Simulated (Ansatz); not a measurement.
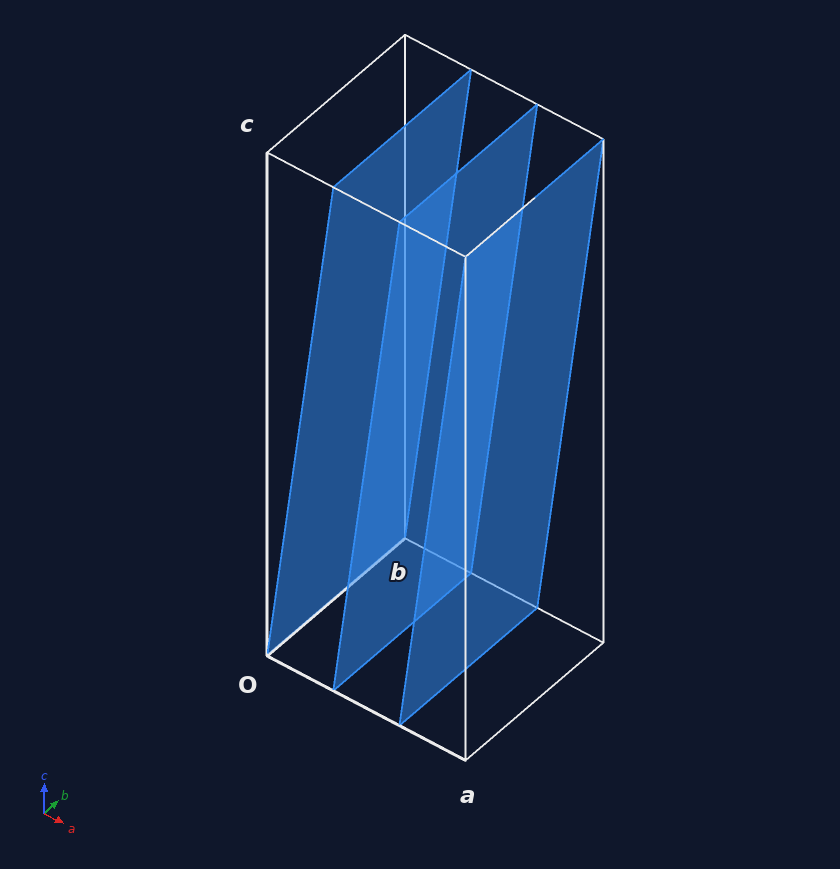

Crystal: InN, a calculation's input that goes back to an entry of the Crystallography Open Database (an earlier step may have relaxed or displaced it). Every member of one family of equally spaced planes, hx + ky + lz = a whole number, that cuts the unit cell is shaded (one member passes through the origin O). Symmetry computed with spglib at a tolerance of 0.002 Å; standard conventional cell.

a = 3.533 Å, b = 3.533 Å, c = 5.693 Å, α = 90.00°, β = 90.00°, γ = 120.00°.

Question: What are the Miller indices?

Answer: (3 0 −1), in four indices (3 0 −3 −1); the opposite sign names the same planes. The member next to the origin meets the axes a at 1/3, b never, c at −1.

Question: What is the spacing?

Answer: d = 1.004 Å.

Question: The space group is P6₃mc, No. 186. How many reflections hkl are equivalent to this one (itself included), and does it occur?

Answer: 12 reflections are equivalent in the Laue class 6/mmm. The space group allows the reflection.
